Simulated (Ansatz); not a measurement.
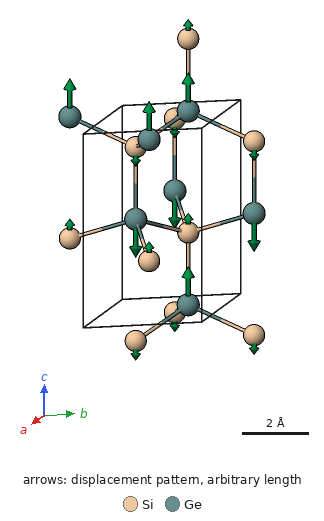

Normal modes of a crystal of SiGe relaxed at 18 GPa, space group P6₃mc (No. 186), at the zone centre. The optical levels lie at 25 (×2), 264, 468, 471 (×2), 475 (×2), 478 cm⁻¹. One mode is drawn. The green arrows are the displacements of the atoms (eigenvector over the root of the mass), of arbitrary overall length and sign. The picture is a ball-and-stick view of the cell of the calculation, seen slightly off an axis.

The calculation used Ansatz, DFT LDA, scalar-relativistic, plane waves, PAW. Settings: plane-wave cutoff 420 eV; k-point mesh 12 × 12 × 8; occupations gaussian; smearing width 0.01 eV; target pressure 18 GPa; no spin polarisation.

Frequencies are those without the non-analytic (LO–TO) term.

Q: Which of these frequencies is the drawn mode's?

A: The level at 264 cm⁻¹. This is the B₁ mode, optical level 2 of 6, counted from below, silent by symmetry (neither infrared- nor Raman-active). All motion is along c; atoms of one kind move against one another, with no net shift of any sublattice; the kinetic energy is shared as Ge 95 %, Si 5 %.
